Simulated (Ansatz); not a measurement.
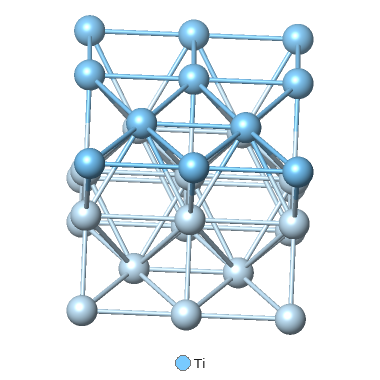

The system is Si on a Ti(110) slab cut from the P6/mmm phase, its upper half relaxed before the scan (18 atoms of substrate and one adsorbate in a 2 × 1 cell); the picture shows it without the atoms that are moved over the map. Si is moved over the surface cell at a fixed height above a rigid substrate; the origin of the map has the adsorbate above Ti15; the height is held at 2.80 Å. Places are given modulo a cell vector. The map is drawn in real space over the plane of the surface. Grid: 4 × 4 points; 12 points were computed and 4 follow by symmetry. Places are given in fractions of the 1 × 1 surface cell. Energies are in meV, from the lowest grid point. The runs have no spin polarisation, so an open-shell adsorbate far from the surface lies too high. At a fixed height the lowest place need not be the adsorption site. Theory: DFT PBE+D3(BJ), scalar-relativistic, plane waves, PAW in Ansatz. Settings: cutoff 420 eV, k-mesh 5×4×1, gaussian smearing 0.1 eV, no spin polarisation.

Range: position of Si19 along the first surface vector from 0.00 to 0.75; position of Si19 along the second surface vector from 0.00 to 0.75.

What will the energy surface look like?

Answer. The lowest grid point is at (0/4, 3/4) of the cell vectors [nearest 1 Ti at 2.87 Å]. The highest grid point, (0/4, 1/4) of the cell vectors [nearest 2 Ti at 3.25 Å], lies 286 meV above the lowest. At the lowest point the adsorbate has 1 Ti at 2.87 Å as nearest neighbours, at the highest 2 Ti at 3.25 Å.

```
second ↓, first →  0/4  1/4  2/4  3/4
              3/4    0   16   43   16
              2/4  225  255  274  255
              1/4  286  277  259  277
              0/4   15   46   90   46
```

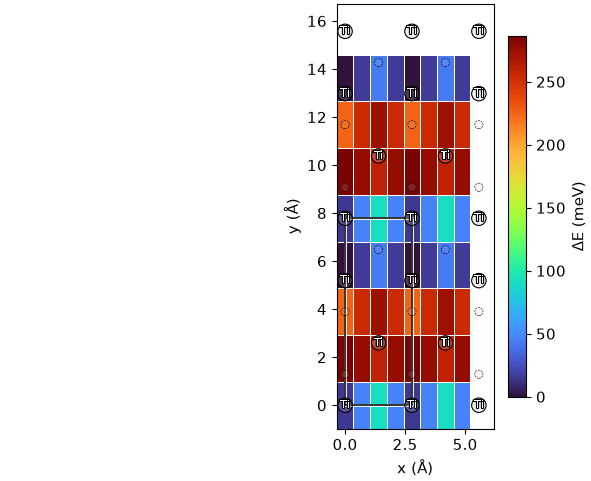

The picture shows one coloured cell a grid point, labelled circles for the atoms of the top layer and small ones for the second layer, the outline of one cell of the 2 × 2 shown.

Time for the 12 points that were run: 15 min on 4 threads of Arm Neoverse V1 (shared host).

PAW datasets: the set soft_1.
